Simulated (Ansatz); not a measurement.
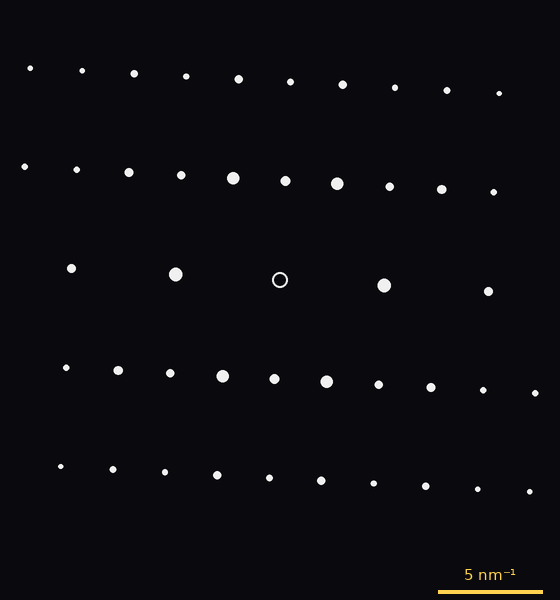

The pattern is a kinematic simulation for 80 kV electrons (no multiple scattering; isotropic B = 1 Å²).

It belongs to Ni, space group P6_3/mmc (No. 194), a = 2.417 Å, c = 3.973 Å (hexagonal axes). Structure: the input geometry of an electronic-structure calculation (not necessarily at equilibrium); the starting structure was generated, so it need not be a known form of this composition.

| atom | site | symmetry | x | y | z |
| --- | --- | --- | --- | --- | --- |
| Ni | 2c | -6m2 | 0.3333 | 0.6667 | 0.2500 |

Question: Measure the pattern against the scale bar and name the zone.

Answer: The spots form a rectangular net whose two shortest vectors correspond to d = 3.97 Å and 2.09 Å, 90.0° apart. They index as 0 0 1 (itself extinct) and 0 1 0, so the zone axis is ±[100] (or an equivalent direction of <100>).
